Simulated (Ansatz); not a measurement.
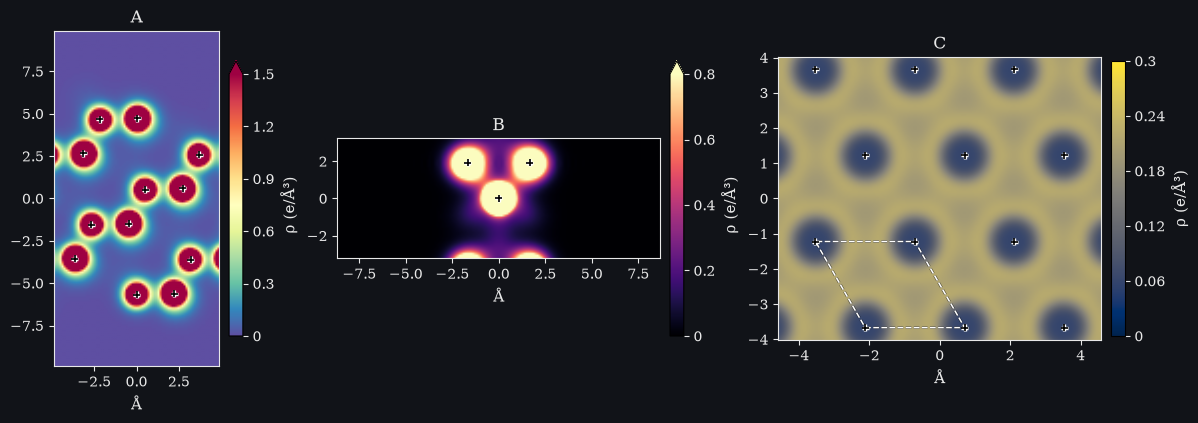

The valence pseudo-density of 3 systems, each on a plane through atoms (crosses mark nuclei in the plane).

Theory: DFT r2SCAN, scalar-relativistic, plane waves, PAW in Ansatz.

System 1: WSe$_{2}$, the (110) plane of the conventional cell. Space group P-6m2; a structure from a database of computed crystals, not necessarily the ambient phase.

```
W Se
1.0
     3.31794    0.00000    0.00000
    -1.65897    2.87342    0.00000
     0.00000    0.00000   16.65814
W Se
1 2
Direct
  0.00000 0.00000 0.00000
  0.33333 0.66667 0.09979
  0.33333 0.66667 0.90021
```

System 2: Al, the (001) plane of the conventional cell. Space group P6₃/mmc; a structure from a database of computed crystals, not necessarily the ambient phase.

```yaml
crystal:
  lattice:
    - [2.82220, 0.00000, 0.00000]
    - [-1.41110, 2.44410, 0.00000]
    - [0.00000, 0.00000, 9.26206]
  atoms:
    - { symbol: Al, position: [0.00000, 0.00000, 0.00000] }
    - { symbol: Al, position: [0.33333, 0.66667, 0.25000] }
    - { symbol: Al, position: [0.00000, 0.00000, 0.50000] }
    - { symbol: Al, position: [0.66667, 0.33333, 0.75000] }
```

System 3: SnO (slab), the (100) plane of the calculation cell, a cut from vacuum to vacuum. Not relaxed (largest force 1.5 eV/Å).

```cif
data_structure
_symmetry_space_group_name_H-M 'P 1'
_symmetry_Int_Tables_number 1
_cell_length_a 3.8080
_cell_length_b 9.0747
_cell_length_c 26.3879
_cell_angle_alpha 90.000
_cell_angle_beta 90.000
_cell_angle_gamma 90.000
_cell_volume 911.88
loop_
_atom_site_label
_atom_site_type_symbol
_atom_site_fract_x
_atom_site_fract_y
_atom_site_fract_z
_atom_site_occupancy
O1 O 0.00000 0.35218 0.28422 1
Sn1 Sn 0.00000 0.59700 0.28697 1
Sn2 Sn 0.50000 0.28346 0.32070 1
O2 O 0.50000 0.52827 0.32345 1
O3 O 0.00000 0.70436 0.36269 1
Sn3 Sn 0.00000 0.94918 0.36544 1
Sn4 Sn 0.50000 0.63564 0.39917 1
O4 O 0.50000 0.88045 0.40192 1
O5 O 0.00000 0.05654 0.44115 1
Sn5 Sn 0.00000 0.30136 0.44390 1
Sn6 Sn 0.50000 0.98782 0.47763 1
O6 O 0.50000 0.23264 0.48038 1
O7 O 0.00000 0.40873 0.51962 1
Sn7 Sn 0.00000 0.65354 0.52237 1
Sn8 Sn 0.50000 0.34000 0.55610 1
O8 O 0.50000 0.58482 0.55885 1
O9 O 0.00000 0.76091 0.59808 1
Sn9 Sn 0.00000 0.00572 0.60083 1
Sn10 Sn 0.50000 0.69218 0.63456 1
O10 O 0.50000 0.93700 0.63731 1
O11 O 0.00000 0.11309 0.67655 1
Sn11 Sn 0.00000 0.35791 0.67930 1
Sn12 Sn 0.50000 0.04436 0.71303 1
O12 O 0.50000 0.28918 0.71578 1
```

Q: Which map belongs to which system?

A: Panel A is system 3, SnO: the plane holds O and Sn. Sn–O (2.22 Å): the density is about 0.46 e/Å³ at the midpoint. Panel B is system 1, WSe$_{2}$: the plane holds W and Se. W–Se (2.54 Å): ρ at the midpoint is about 0.56 e/Å³. Panel C is system 2, Al: the plane holds Al. Al–Al (2.82 Å): ρ at the midpoint is about 0.21 e/Å³.
